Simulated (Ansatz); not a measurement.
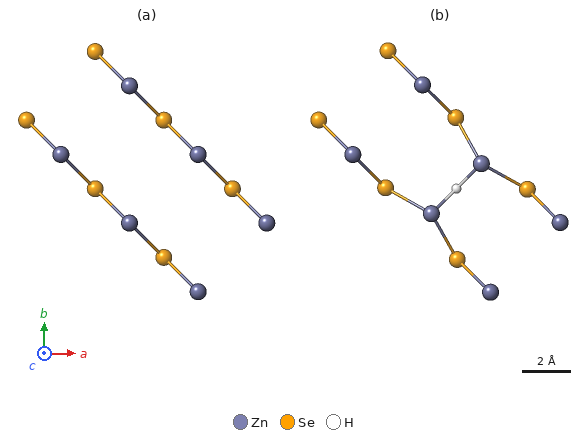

Left: perfect ZnSe. Right: the same region with one point defect, after relaxing the atoms in a supercell of 32 sites. The picture is a ball-and-stick view of the atoms within 6.0 Å of one point, in a slice 3.4 Å thick across the line of sight, seen along the c axis.

Level of theory: DFT PBE, scalar-relativistic, plane waves, PAW in Ansatz. (plane-wave cutoff 420 eV; k-point mesh 2 × 2 × 2; occupations gaussian; smearing width 0.01 eV; mesh shifted by (0.5, 0.5, 0.5); no spin polarisation) The cell is small and the k-mesh coarse, so the numbers are rough. A uniform background neutralises the charged cell. The axes drawn are those of the host's conventional cell.

> What kind of defect was made?

An extra hydrogen atom is put between the host's atoms (an interstitial).

The charge state of the cell is −1.

> What does the relaxation do around it?

The H atom starts with 4 Se at 2.48 Å, 6 Zn at 2.87 Å around its place and ends with 2 Zn at 1.75 to 1.76 Å. Of the host's atoms, a zinc atom moves furthest from its site, by 0.66 Å. The H atom itself moves 2.37 Å from where it was put.
